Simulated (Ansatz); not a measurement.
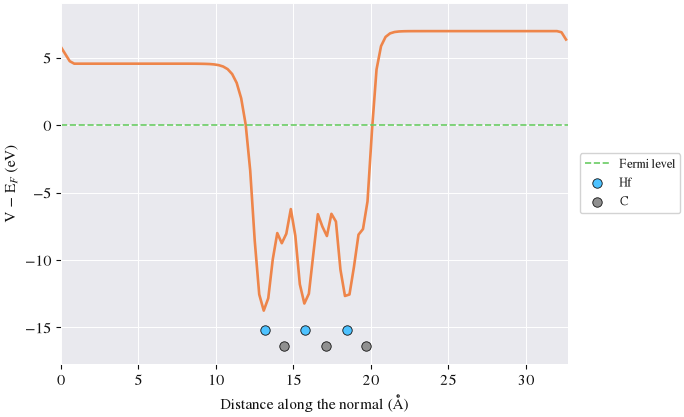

Plane-averaged electrostatic potential energy of an electron across the slab; circles at the bottom mark the heights of the atoms.

System: HfC (slab), 6 atoms in the cell.

```xyz
6
Lattice="3.1826 0.0000 0.0000 -1.5913 2.7562 0.0000 0.0000 0.0000 32.7309" Properties=species:S:1:pos:R:3 pbc="T T T"
Hf   -0.3453    2.0368   18.3567
C     1.2452    1.1185   19.6180
Hf    2.8367    0.1997   20.9952
C    -0.3459    2.0371   22.3357
Hf    1.2450    1.1187   23.6845
C     2.8354    0.2004   24.9004
```

Method: DFT PBEsol, scalar-relativistic, plane waves, PAW, no spin polarisation, 12×12×1 k mesh, 420 eV cutoff, Gaussian smearing of 0.1 eV (Ansatz 0.2.0).

> What is the work function?

The work function is 6.96 eV at the right face and 4.55 eV at the left.

> Do the two faces differ, and what does that say about the slab's dipole?

The vacuum level is 2.41 eV higher at the right than at the left, so the slab carries a dipole along its normal; the ramp in the vacuum, at or near the edge of the plot, is the dipole correction that keeps each side flat.

> How thick are slab and vacuum?

The outermost atoms are 6.5 Å apart, which leaves 26.2 Å of vacuum in a cell 32.7 Å high.

The atoms aren't at rest in this cell (largest force 0.6 eV/Å), so the relaxed material can differ. Spin-orbit coupling is left out, which matters for Hf.
